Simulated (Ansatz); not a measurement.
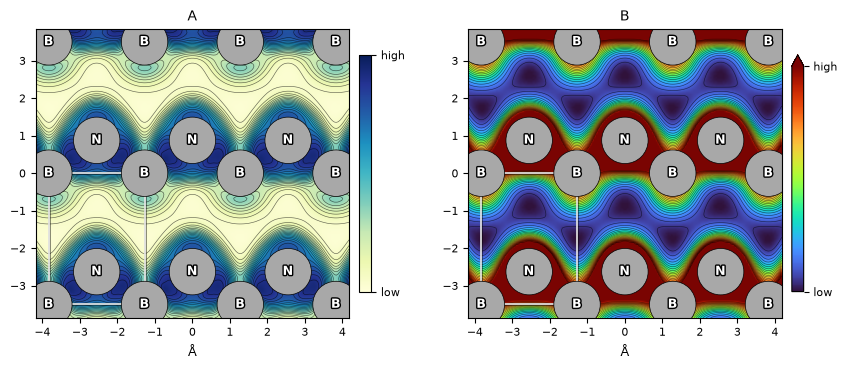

BN: 2 fields on the (100) plane of the conventional cell, with unlabelled colour scales. Grey discs cover the atomic cores.

Space group I-4m2; started from the zincblende prototype, which need not be the ambient phase; changed on purpose from its base cell (uniaxial z strain -3.0%); computed pressure about 17 GPa in this cell.

Method: DFT, PBE, plane waves, PAW (Ansatz 0.2.0).

Question: Match the panels to the quantities (electron localisation function and valence pseudo-density).

Answer: Panel A: electron localisation function. Panel B: valence pseudo-density. From the grid: B–N (1.55 Å): the density is about 1.5 e/Å³ at the midpoint; the ELF peaks at about 0.95 between the atoms, as expected for a polar covalent bond.
